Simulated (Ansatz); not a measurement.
```xyz
6
Lattice="2.5064 0.0000 0.0000 -1.2532 2.1706 0.0000 0.0000 0.0000 23.6168" Properties=species:S:1:pos:R:3 pbc="T T T"
B     0.0000    1.4471    8.4999
N     1.2532    0.7235    8.4999
B     1.2532    0.7235   11.8084
N     0.0000    1.4471   11.8084
B     0.0000    1.4471   15.1169
N     1.2532    0.7235   15.1169
```

The calculation used DFT PBE+D3(BJ), scalar-relativistic, plane waves, PAW in Ansatz.

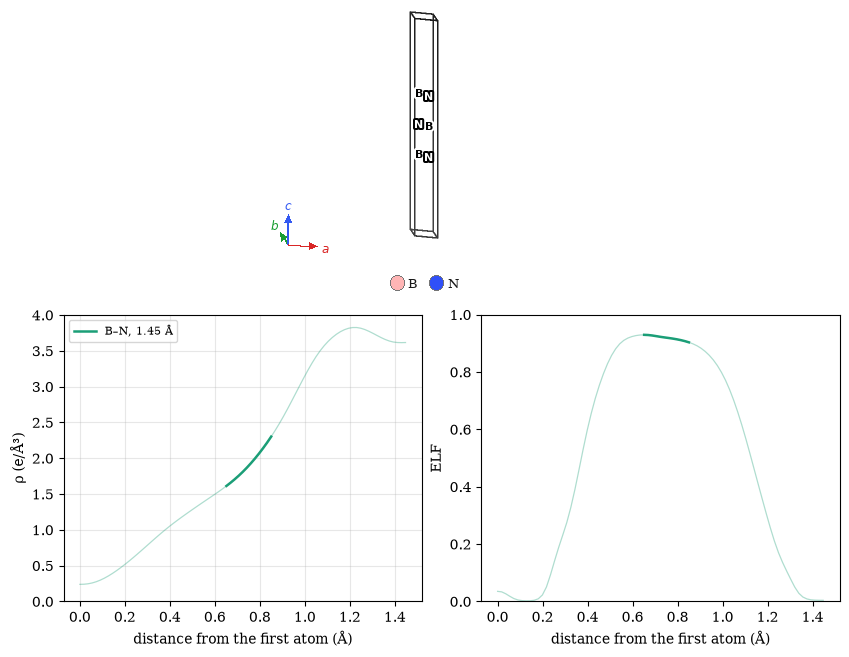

BN (slab). Valence charge density (pseudo) and ELF along straight lines between neighbouring atoms. Thin, pale parts lie inside the atomic spheres. The structure is drawn too.

The density is the valence pseudo-density of a PAW calculation; it isn't the true density close to the nuclei.

What kind of bonding do the profiles show?

Answer. B–N (1.45 Å): ρ at the midpoint is about 1.8 e/Å³; the ELF peaks at about 0.95 between the atoms (a polar covalent bond).
